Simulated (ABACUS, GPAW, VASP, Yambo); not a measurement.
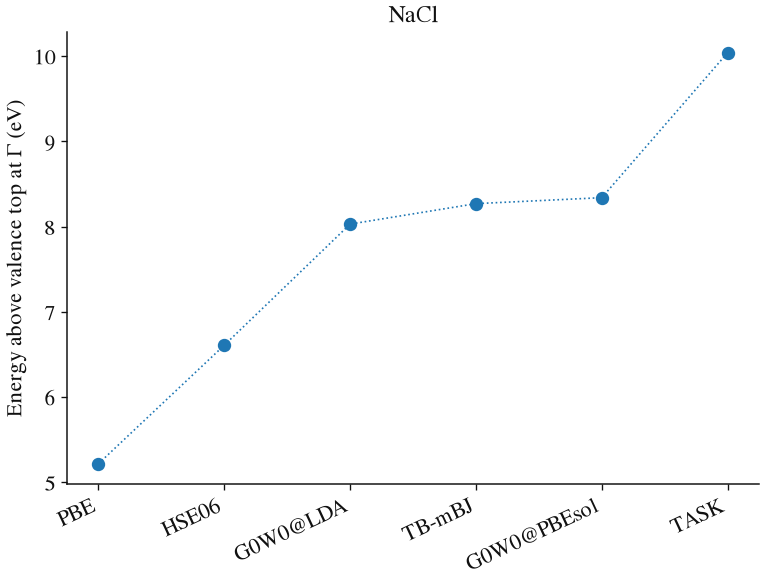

Lowest conduction level at Γ, counted from the valence-band top at Γ, by several methods on one cell of rocksalt NaCl, space group Fm-3m, 2 atoms in the primitive cell; cubic a = 5.588 Å. All runs are without spin-orbit coupling and carry no moments.

**How do the methods rank at Γ?**

From low to high: PBE 5.22, HSE06 6.61, G0W0@LDA 8.03, TB-mBJ 8.27, G0W0@PBEsol 8.34, TASK 10.04 eV. Too close to rank are TB-mBJ against G0W0@PBEsol (different programs, potentials, meshes and cutoffs).

| method | program | Γ (eV) |
| --- | --- | --- |
| PBE | ABACUS | 5.22 |
| HSE06 | VASP | 6.61 |
| G0W0@LDA | GPAW | 8.03 |
| TB-mBJ | GPAW | 8.27 |
| G0W0@PBEsol | Yambo | 8.34 |
| TASK | ABACUS | 10.04 |

Settings. PBE: PseudoDojo NC SR 0.4.1 PBE standard, 8×8×8 k mesh, 1211 eV cutoff, Fermi-Dirac smearing of 0.05 eV (ABACUS). HSE06: VASP PAW PBE potentials, release 64 (Cl, Na_pv), 6×6×6 k mesh, 520 eV cutoff, Gaussian smearing of 0.02 eV (VASP 6.6.1). G0W0@LDA: LDA, the program's PAW data sets (release 1.2.1) made for this functional, 4×4×4 k mesh, 600 eV cutoff, Fermi-Dirac smearing of 0.001 eV (GPAW 26.7.0), G0W0 with response cutoff 200 eV, frequency model plasmon pole and response bands 280, extrapolated in the response cutoff. TB-mBJ: GPAW PAW data sets for LDA (gpaw-data 1.2.1), 8×8×8 k mesh, 800 eV cutoff, Fermi-Dirac smearing of 0.05 eV (GPAW 26.7.0). G0W0@PBEsol: PBEsol, PseudoDojo 0.4.1 SR PBEsol standard, 6×6×6 k mesh, 1197 eV cutoff, fixed occupations (Yambo), G0W0 with frequency dependence of W plasmon pole, bands in the response 158, bands in the self-energy 158, cutoff of the response matrix 6 Ry and cutoff of exchange and Vxc 88 Ry. TASK: SG15 ONCV 1.2 PBE, 5×5×5 k mesh, 1401 eV cutoff, Fermi-Dirac smearing of 0.05 eV (ABACUS).

These are six of the 36 methods that were run on this cell. Runs that lie over 0.07 eV from the median of the programs for their method weren't drawn. The runs come from different programs and meshes, which adds differences of its own. The cell is a database's computed one. HSE06 and TB-mBJ: the PAW data sets were made with another functional. LDA, GGA and most meta-GGA functionals understate gaps. G0W0@LDA: the k mesh is coarse, so the values aren't converged. G0W0@LDA: the quasiparticle gap is taken among the few k points that were corrected. G0W0@LDA: the long-wavelength limit can be off by a per cent or two. TB-mBJ: this is a model potential built to give gaps, with no total energy. TASK: the potentials were made for another functional. The GW runs differ in bands or cutoffs. The GW values that aren't extrapolated fall short of the basis limit.
